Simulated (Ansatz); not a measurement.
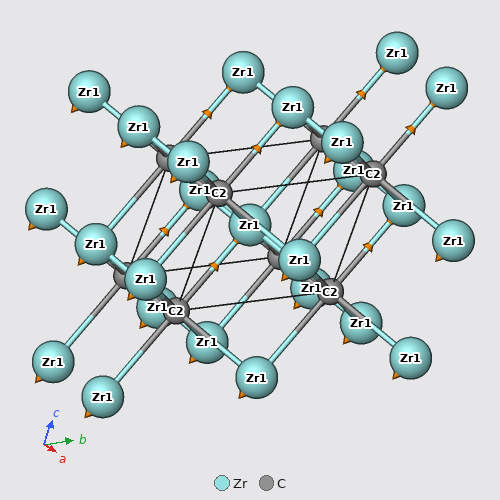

The system is ZrC (Fm-3m, No. 225; 2 atoms in the cell); the picture shows the reference structure; orange arrows give the pattern of the mode. The energy is mapped over a normal mode and a strain (zone-centre modes of the 2-atom cell of this scan) (x, y and z along the cube axes). The first coordinate is: amplitude of mode 4 (450 cm⁻¹), largest displacement in the unstrained cell; the second: strain +e along z and -e/2 along x and y. Nothing is relaxed (the pattern is fixed in fractional coordinates). Grid: 7 × 7 points; 28 points were computed and 21 follow by symmetry. Points are written as (first, second). Energies are in meV per cell, from the lowest grid point. These are results of Ansatz, DFT LDA, scalar-relativistic, plane waves, PAW, not measurements. Settings: cutoff 520 eV, k-mesh 16×16×16, gaussian smearing 0.15 eV, no spin polarisation.

Its coordinates:

```xyz
2
Lattice="0.0000 2.3207 2.3207 2.3207 0.0000 2.3207 2.3207 2.3207 0.0000" Properties=species:S:1:pos:R:3 pbc="T T T"
Zr    2.3207    2.3207    2.3207
C     0.0000    0.0000    0.0000
```

The input of one point:

```yaml
crystal:
  lattice:
    - [0.0, 2.3207286109, 2.3207286109]
    - [2.3207286109, 0.0, 2.3207286109]
    - [2.3207286109, 2.3207286109, 0.0]
  atoms:
    - { symbol: Zr, position: [0.5, 0.5, 0.5] }
    - { symbol: C, position: [0.0, 0.0, 0.0] }
basis:
  ecutwfc: 520.0
kpoints:
  mp_grid: { grid: [16, 16, 16] }
hamiltonian:
  xc: lda
scf:
  occupations: { method: gaussian, width: 0.15 }
output:
  forces: true
  stress: true
  eigenvalues: true
  write_density: true
  write_potential: true
  elf: true
  volumetric_format: npy
```

Range: amplitude of mode 4 (450 cm⁻¹), largest displacement in the unstrained cell from −0.172 to 0.172 Å; strain +e along z and -e/2 along x and y from −7.00 to 7.00 %.

Question: What will the energy surface look like?

Answer: The lowest grid point is at (0.000 Å, 0.00 %). It is the only kind of minimum in the scanned range. The highest grid point, (−0.172 Å, 7.00 %), lies 439 meV above the lowest.

```csv
"second ↓, first →",−0.172,−0.115,−0.057,0.000,0.057,0.115,0.172
7.00,439,311,239,216,239,311,439
4.67,297,183,119,98,119,183,297
2.33,200,100,44,25,44,100,200
0.00,153,65,16,0,16,65,153
−2.33,158,83,41,27,41,83,158
−4.67,224,161,126,115,126,161,224
−7.00,359,309,282,274,282,309,359
```

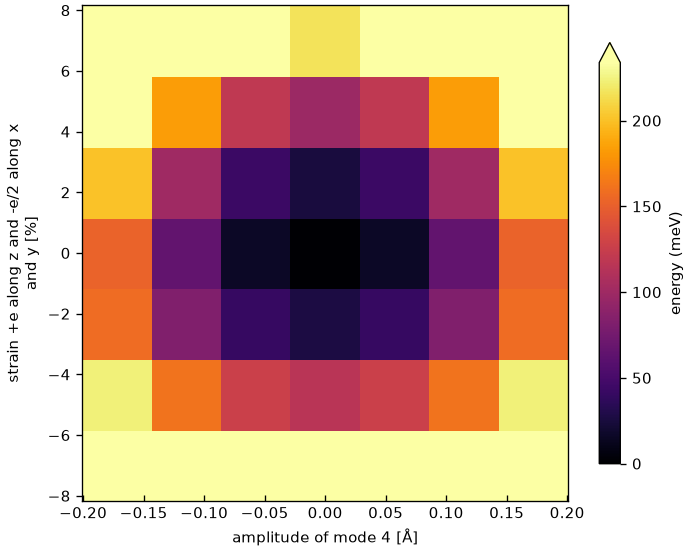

Drawn: one coloured cell a grid point, one colour for all values above the top of the scale.

The whole map (28 points run) took 13 min on 1 thread of Arm Neoverse N1, on a shared host.
